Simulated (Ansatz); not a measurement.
# Calculations on WS2

Part 1: Relaxation

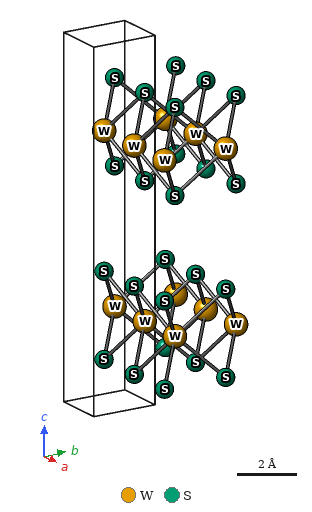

Starting structure of solid WS2 (set up in P6_3/mmc). Style: ball-and-stick. Shown: the cell of the calculation, repeated 3 × 2 × 1 with one cell outlined, slightly off an axis.

Case: strain along c alone, the other axes held, atoms relaxed: -2.0 %.

Theory: DFT r2SCAN, scalar-relativistic, plane waves, PAW (Ansatz 0.2.0).

Input
```yaml
crystal:
  lattice:
    - [3.1816189179, 0.0, 0.0]
    - [-1.5908094589, 2.755362808, 0.0]
    - [0.0, 0.0, 12.806033012]
  atoms:
    - { symbol: W, position: [0.3333333333, 0.6666666667, 0.25] }
    - { symbol: W, position: [0.6666666667, 0.3333333333, 0.75] }
    - { symbol: S, position: [0.3333333333, 0.6666666667, 0.630657474] }
    - { symbol: S, position: [0.6666666667, 0.3333333333, 0.130657474] }
    - { symbol: S, position: [0.3333333333, 0.6666666667, 0.869342526] }
    - { symbol: S, position: [0.6666666667, 0.3333333333, 0.369342526] }
basis:
  ecutwfc: 500
kpoints:
  mp_grid: { grid: [12, 12, 2] }
hamiltonian:
  xc: r2scan
scf:
  occupations: { method: gaussian, width: 0.02 }
output:
  forces: true
  stress: true
  eigenvalues: true
relax:
  adjacent_minimum: "off"
  f_tol: 0.008
  max_steps: 40
```

Run as
```bash
ansatz run input.yaml --threads 1 --pin off --max-ram 2560MiB --backend cpu --events-out ev --progress --plain --runs-dir out
```

> Predict the outcome.

After 2 accepted moves (3 points after the start) the energy has fallen by 39.5 meV per cell of the calculation. The largest force component goes from 0.66 to 0.0055 eV/Å. 1 step only repeated the SCF at the same geometry. The largest moves, 0.030 Å, are those of S3, S4, S5 and S6. S4 goes along −c. W stays in place. The cell stays as it was. Some distances before and after: W1–S4 2.390 → 2.409 Å. The space group stays P6_3/mmc (No. 194). The run took 77 s on 1 thread of Intel(R) Xeon(R) Platinum 8175M CPU @ 2.50GHz (Skylake/Cascade Lake), with other jobs on the host, peak memory 0.71 GiB.

Part 2: Relaxation

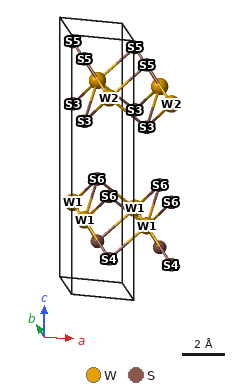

A crystal of WS2 (set up in P6_3/mmc), before the relaxation. The picture is a ball-and-stick view of the cell of the calculation, repeated 2 × 2 × 1 with one cell outlined, seen slightly off an axis.

Method: DFT r2SCAN, scalar-relativistic, plane waves, PAW (Ansatz).

The input:
```yaml
crystal:
  lattice:
    - [3.1842228922, 0.0, 0.0]
    - [-1.5921114461, 2.757617916, 0.0]
    - [0.0, 0.0, 12.97828236]
  atoms:
    - { symbol: W, position: [0.33333333, 0.66666667, 0.25] }
    - { symbol: W, position: [0.66666667, 0.33333333, 0.75] }
    - { symbol: S, position: [0.33333333, 0.66666667, 0.62980494] }
    - { symbol: S, position: [0.66666667, 0.33333333, 0.12980494] }
    - { symbol: S, position: [0.33333333, 0.66666667, 0.87019506] }
    - { symbol: S, position: [0.66666667, 0.33333333, 0.37019506] }
basis:
  ecutwfc: 500
kpoints:
  mp_grid: { grid: [12, 12, 2] }
hamiltonian:
  xc: r2scan
scf:
  occupations: { method: gaussian, width: 0.02 }
output:
  forces: true
  stress: true
  eigenvalues: true
relax:
  adjacent_minimum: "off"
  f_tol: 0.005
  max_steps: 80
  cell: { stress_tol: 0.05 }
```

Run as
```bash
ansatz run input.yaml --threads 1 --pin off --max-ram 2560MiB --backend cpu --events-out ev --progress --plain --runs-dir out
```

Q: What does the optimiser find from here?

A: The largest moves relative to the cell, 0.011 Å, are those of S3, S4, S5 and S6. S4 goes along +c. W stays in place. Cell: a = b 3.184 → 3.182 Å (−0.1 %), c 12.978 → 13.067 Å (+0.7 %). Volume +0.5 %. The space group stays P6_3/mmc (No. 194). After 3 accepted moves (5 points after the start) the energy has fallen by 0.6 meV per cell of the calculation. Largest force component: 0.033 eV/Å at the start, 0.00037 eV/Å at the end. The pressure goes from −0.26 to 0.00 GPa. The line search rejected the trial step at point 3 of the run. The SCF was repeated once at an unchanged geometry on a basis and grid sized afresh for the cell, which shifted the energy by 0.1 meV per cell of the calculation at most.

Part 3: A change

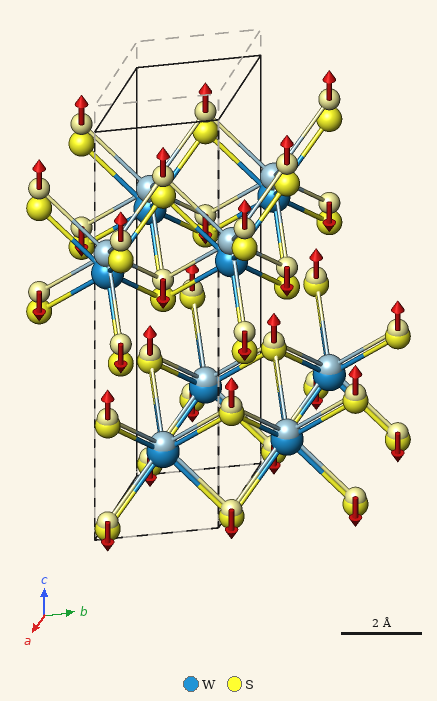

A crystal of WS2 (set up in P6_3/mmc), drawn pale, and a changed version of it, drawn solid. The red arrows show how the atoms are displaced (without the part that the change of the cell carries along), magnified 10 times. Style: ball-and-stick. Shown: the cell of the calculation, repeated 2 × 2 × 1 with one cell outlined, from a free direction.

All numbers below come from DFT r2SCAN, scalar-relativistic, plane waves, PAW in Ansatz. Set-up: plane-wave cutoff 500 eV; k-point mesh 12 × 12 × 2; occupations gaussian; smearing width 0.02 eV; no spin polarisation.

What was done to the structure, and with what result?

Strain along c alone, −6.0 %, is applied. The other axes are held and the atoms relaxed. The volume changes by −6.0 %, with a = b unchanged at 3.182 Å, c 13.067 → 12.283 Å (−6.0 %). The largest moves relative to the cell, 0.088 Å, are those of S atoms. W stays in place. The space group stays P6_3/mmc (No. 194). The energy rises by 7.0 meV per atom. The pressure goes from 0.0 to 1.2 GPa. The principal stresses (compression positive) are 2.5 GPa along c and 0.5 GPa across it.
